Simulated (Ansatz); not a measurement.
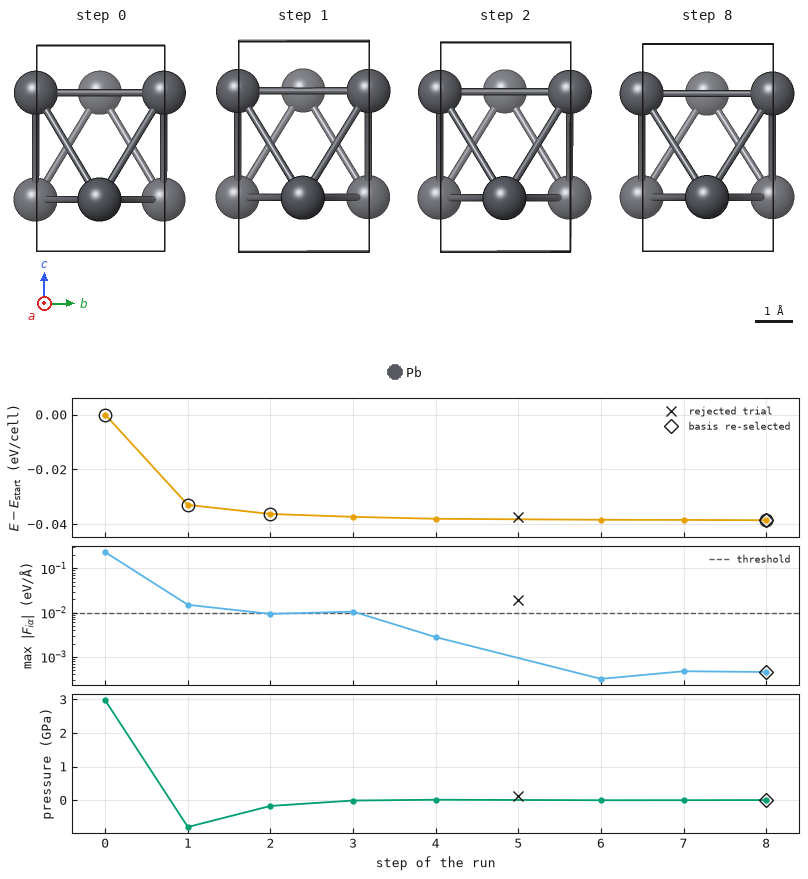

Frames of a relaxation of a crystal of Pb (set up in P-1), marked on the history of the run. Style: ball-and-stick. Shown: the conventional cell (2 times the calculation's cell), along the a axis. Lengths and directions refer to the drawn axes.

Case: atoms shaken by about 0.15 Å, then relaxed with the cell.

Theory: DFT, r2SCAN, PAW with Ansatz's default frozen-core files, scalar-relativistic in Ansatz. Set-up: plane-wave cutoff 500 eV; k-point mesh 7 × 7 × 4; occupations fermi dirac; smearing width 0.05 eV; no spin polarisation; cell and atoms relaxed; force threshold 0.01 eV/Å; at most 80 steps.

> What happens along the run?

After 6 accepted moves (8 points after the start) the energy has fallen by 38.5 meV per cell of the calculation. Largest force component: 0.23 eV/Å at the start, 0.00045 eV/Å at the end. The pressure goes from 2.97 to 0.00 GPa. The line search rejected the trial step at point 5 of the run. At 1 point the geometry stayed and the basis and grid were re-selected for the new cell (energy shift of 0.1 meV per cell of the calculation at most each time). The largest moves relative to the cell, 0.081 Å, are those of Pb atoms. The volume changes by +5.2 %, with a 6.028 → 6.158 Å (+2.2 %), b 3.480 → 3.556 Å (+2.2 %), c 5.590 → 5.632 Å (+0.8 %). Among the contacts that change: Pb–Pb 3.286 → 3.486 Å, Pb–Pb 3.385 → 3.484 Å, Pb–Pb 3.571 → 3.485 Å, Pb–Pb 3.480 → 3.556 Å. The space group (tolerance 0.01 Å) goes from P-1 (No. 2) to P6_3/mmc (No. 194). The run took 2.3 min on 1 thread of Arm Neoverse V2, with other jobs on the host, peak memory 0.58 GiB. From step 0 to 1: Pb atoms move most (0.04 Å), volume +7.3 %, energy −33.0 meV per cell of the calculation. From step 1 to 2: volume −1.5 %, energy −3.3 meV per cell of the calculation. From step 2 to 8: Pb atoms move most (0.05 Å), volume −0.5 %, energy −2.3 meV per cell of the calculation.
